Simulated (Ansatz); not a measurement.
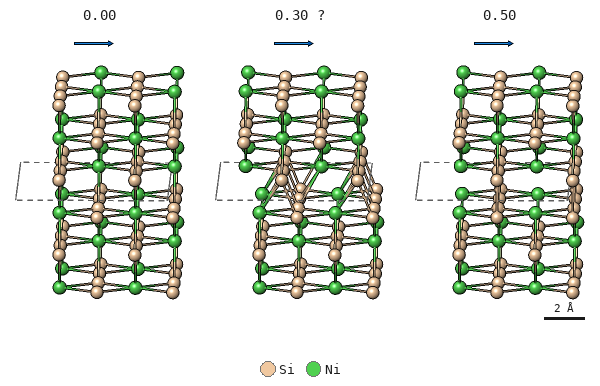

Crystalline Si₂Ni (Fm-3m): the crystal above a cut along the (0 1 1) plane of the conventional cell (between a plane of Ni/Si below and one of Ni/Si above, 1.91 Å apart) is slid rigidly by fractions of an in-plane lattice vector 3.81 Å long (a generalised stacking fault). One cut stands in each cell, which starts 9.5 Å high; nothing is relaxed, and the dashed outline marks the cut, the arrow on top the direction of slip. A ball-and-stick model of the layers on both sides of the cut, seen from the side, nearly along the cut plane.

All numbers below come from DFT PBEsol, scalar-relativistic, plane waves, PAW (Ansatz 0.2.0). Settings: plane-wave cutoff 420 eV; k-point mesh 9 × 13 × 5; occupations gaussian; smearing width 0.15 eV; no spin polarisation. Energies (free energies at the smearing named) are counted from the relaxed crystal.

| slip (fraction of the lattice vector) | γ (mJ/m²) |
| --- | --- |
| 0.00 | 0 |
| 0.10 | 184 |
| 0.20 | 846 |
| 0.30 | ? |
| 0.40 | 3389 |
| 0.50 | 3984 |

**One row is withheld. What is its energy?**

A straight line between the two neighbours gives 2118 mJ/m². A cubic through the four nearest rows (0.10, 0.20, 0.40, 0.50) gives, with Lagrange weights, (−0.1667)(184) + (0.6667)(846) + (0.6667)(3389) + (−0.1667)(3984) = 2129 mJ/m². The calculation gives 2055 mJ/m², so the cubic is 74 mJ/m² too high and the straight line 63 mJ/m² too high, as the curve bends upwards here.

The whole profile:

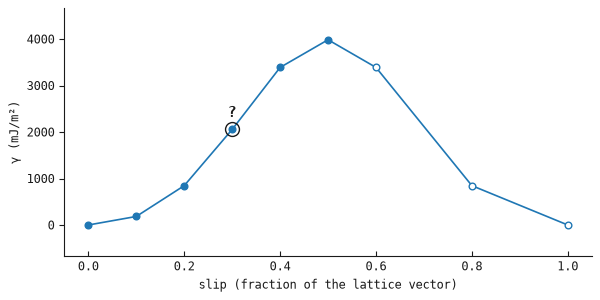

Limits of the set-up: an element that often carries a moment was run without spin polarisation.
